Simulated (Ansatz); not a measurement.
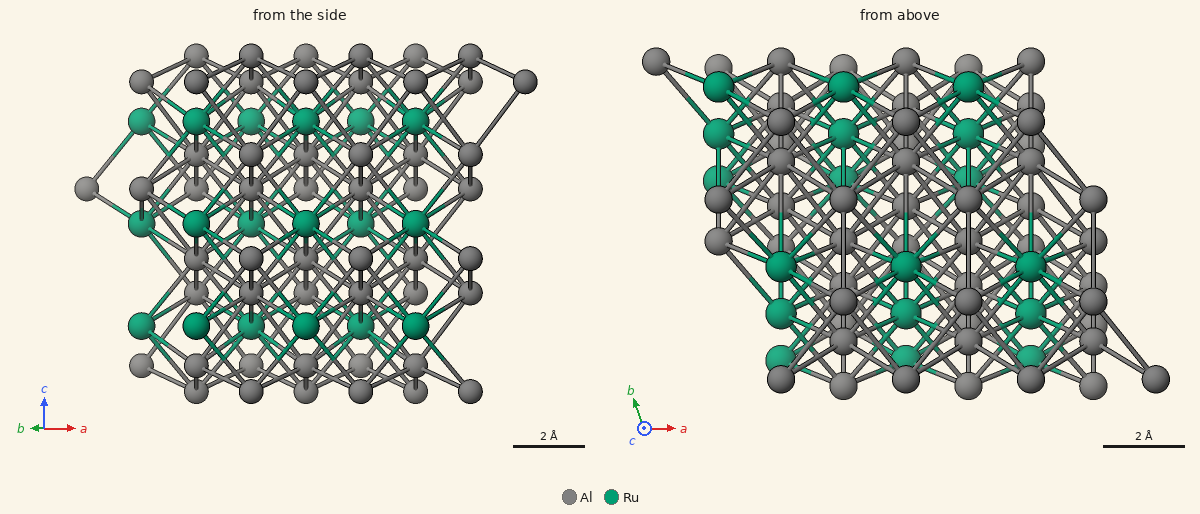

A ball-and-stick picture of a periodic slab, seen from the side and from above. The surface normal points up in side views; the vacuum is left out. 3×2 cells are drawn in the plane, with atoms at the edges repeated.

The cell holds 8 Al, 3 Ru. The slab was cut from bulk Al2Ru (I4/mmm).

How is each face terminated?

Answer. The top face ends in Al, the bottom face in Al. The two faces are alike.

Read the thickness off the scale bar.

Answer. About 10 Å from the lowest to the highest atom.

Go down through the slab and list the planes.

Answer. Eleven planes: Al / Al / Ru / Al / Al / Ru / Al / Al / Ru / Al / Al.

Name the surface by its Miller indices.

Answer. (1 0 1).

The structure was taken from a structure listed in the Materials Project, from which a slab was cut. The atoms were relaxed in a fixed cell with DFT PBEsol, scalar-relativistic, plane waves, PAW (Ansatz).
